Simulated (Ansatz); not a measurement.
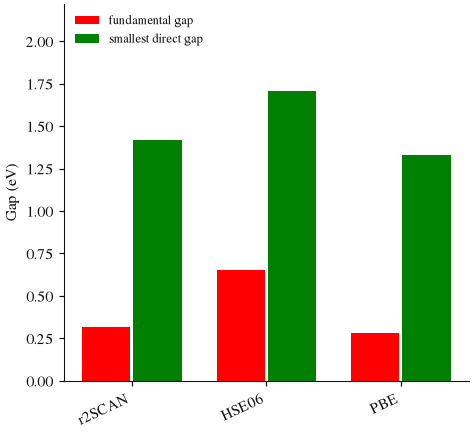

Gaps of MoS$_{2}$, space group R3m (No. 160), 3 atoms in the cell, 3R (MoS2) bulk type, epitaxial (xy) strain +3.6%, at several levels of theory on one cell (Ansatz, plane waves and PAW; edges over the mesh and the special points).

How does the gap depend on the level, and does its kind change?

In rising order: PBE 0.28 eV, r2SCAN 0.32 eV and HSE06 0.65 eV. It is indirect at every level.
